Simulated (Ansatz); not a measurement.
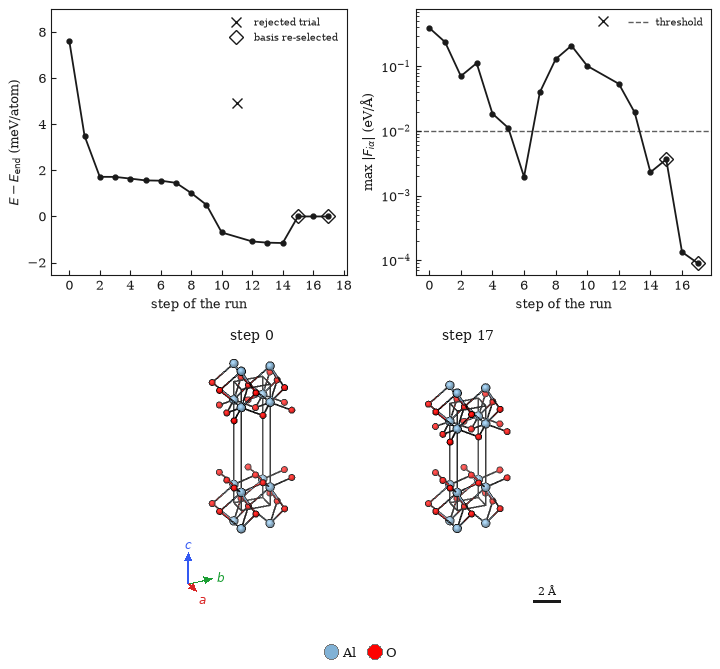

First and last geometry of a relaxation of a crystal of Al2O3 (set up in P-6m2), with the history of the run. Style: ball-and-stick. Shown: the cell of the calculation, slightly off an axis.

The run lets cell and atoms move.

Theory: Kohn-Sham DFT of a periodic cell, r2SCAN, Ansatz PAW (Ansatz 0.2.0).

Input file:
```yaml
crystal:
  lattice:
    - [2.8843249483, 0.0, 0.0]
    - [-1.4421624742, 2.497898678, 0.0]
    - [0.0, 0.0, 9.33675446]
  atoms:
    - { symbol: Al, position: [0.0, 0.0, 0.85000767] }
    - { symbol: Al, position: [0.0, 0.0, 0.14999233] }
    - { symbol: O, position: [0.3333333333, 0.6666666667, 0.77768308] }
    - { symbol: O, position: [0.6666666667, 0.3333333333, 0.0] }
    - { symbol: O, position: [0.3333333333, 0.6666666667, 0.22231692] }
hamiltonian:
  xc: r2scan
  pseudopotentials: { kind: paw }
kpoints:
  mp_grid: { grid: [11, 11, 3] }
scf:
  occupations: { method: fermi_dirac, width: 0.05 }
output:
  forces: true
  stress: true
  eigenvalues: true
relax:
  f_tol: 0.01
  max_steps: 40
  cell: { stress_tol: 0.05 }
```

Command:
```bash
ansatz run input.yaml --threads 2 --pin off --max-ram 5632MiB --backend cpu --events-out ev --progress --plain --runs-dir out
```

Question: What do the curves and the structures tell?

Answer: It converged. After 14 accepted moves (17 points after the start) the energy has fallen by 7.6 meV per atom. The largest force component goes from 0.39 to under 0.0001 eV/Å. Pressure: −4.52 GPa at the start and 0.00 GPa at the end. The line search rejected the trial step at point 11 of the run. The SCF was repeated twice at an unchanged geometry on a basis and grid sized afresh for the cell, which shifted the energy by 1.2 meV per atom at most. The largest moves relative to the cell, 0.35 Å, are those of O atoms. By element the largest moves are O 0.35 Å, Al 0.24 Å. The drawn cell changes as follows: a = b 2.884 → 2.856 Å (−1.0 %), c 9.337 → 7.662 Å (−17.9 %); the volume changes by −19.6 %. Among the contacts that change: Al–O 2.176 → 2.154 Å, Al–O 1.797 → 1.779 Å. The space group stays P-6m2 (No. 187).

```
step  E − E(0), meV/atom  largest force component, eV/Å  pressure, GPa  volume, Å³/atom                      note
   0                0.00                         0.3942          -4.52           13.454                          
   1               -4.11                         0.2380          -2.52           13.321                          
   2               -5.89                         0.0707           0.19           13.123                          
   3               -5.89                         0.1123           0.11           13.124                          
   4               -5.97                         0.0186           0.03           13.126                          
   5               -6.05                         0.0112           0.00           13.001                          
   6               -6.06                         0.0020          -0.02           12.985                          
   7               -6.15                         0.0398          -0.08           12.835                          
   8               -6.59                         0.1292           0.07           12.198                          
   9               -7.11                         0.2096           0.59           11.556                          
  10               -8.30                         0.1017           1.20           10.857                          
  11               -2.70                         0.5064          -2.41           11.494                  rejected
  12               -8.69                         0.0537          -0.31           10.883                          
  13               -8.75                         0.0194           0.03           10.853                          
  14               -8.76                         0.0023           0.01           10.821                          
  15               -7.61                         0.0036           0.04           10.821  same geometry, new basis
  16               -7.61                         0.0001           0.00           10.822                          
  17               -7.61                         0.0001           0.00           10.822  same geometry, new basis
```

Limits of the set-up: layers or molecules are held without a dispersion correction, so their spacing is unreliable.
